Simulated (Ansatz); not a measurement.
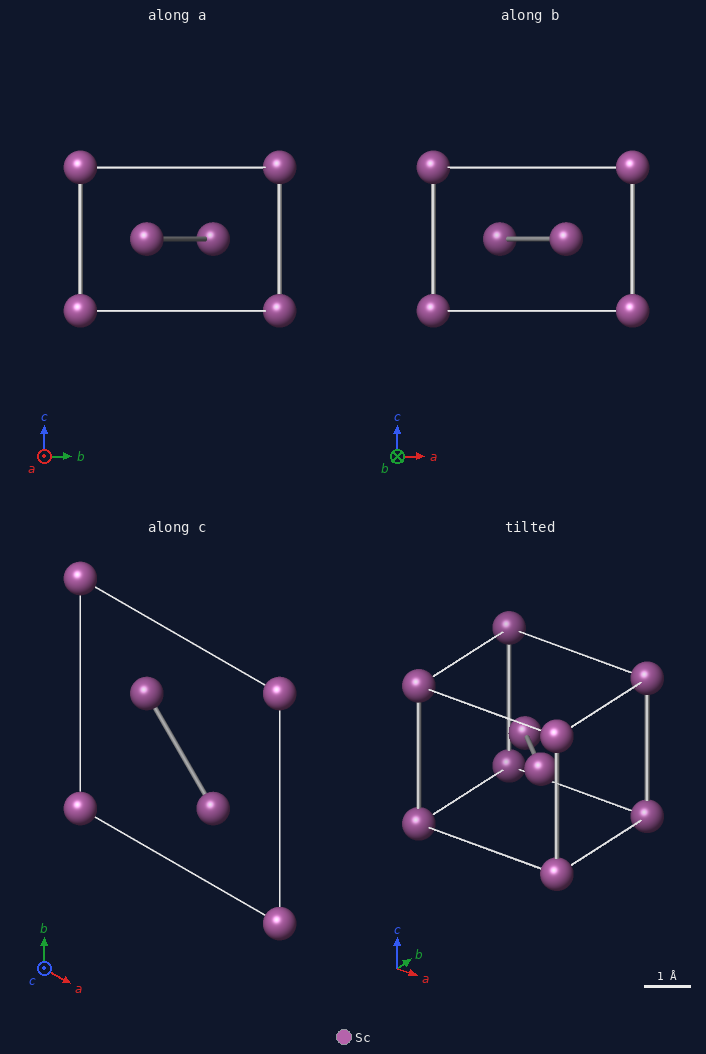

Ball-and-stick drawing of the structure, looking along the a axis, along the b axis, along the c axis and slightly off an axis. Lines trace the edges of the conventional unit cell.

Lattice parameters: a = 5.0186 Å, b = 5.0186 Å, c = 3.1290 Å, α = 90.000°, β = 90.000°, γ = 120.000°.

### From the views, write a CIF in P1 with every atom of the cell.

```cif
data_structure
_symmetry_space_group_name_H-M 'P 1'
_symmetry_Int_Tables_number 1
_cell_length_a 5.0186
_cell_length_b 5.0186
_cell_length_c 3.1290
_cell_angle_alpha 90.000
_cell_angle_beta 90.000
_cell_angle_gamma 120.000
_cell_volume 68.25
loop_
_atom_site_label
_atom_site_type_symbol
_atom_site_fract_x
_atom_site_fract_y
_atom_site_fract_z
_atom_site_occupancy
Sc1 Sc 0.0000 0.0000 0.0000 1
Sc2 Sc 0.3333 0.6667 0.5000 1
Sc3 Sc 0.6667 0.3333 0.5000 1
```

Origin of the cell: a structure type filled with this element by a generator (whether the element takes this form wasn't checked). Earlier steps of the study may have refined or changed the cell and positions. Ansatz was used for an electronic-structure calculation on it.

At this level of theory the cell isn't at rest (compressed, at 5 GPa), so its distances can differ from those at equilibrium, the more so the softer the solid.
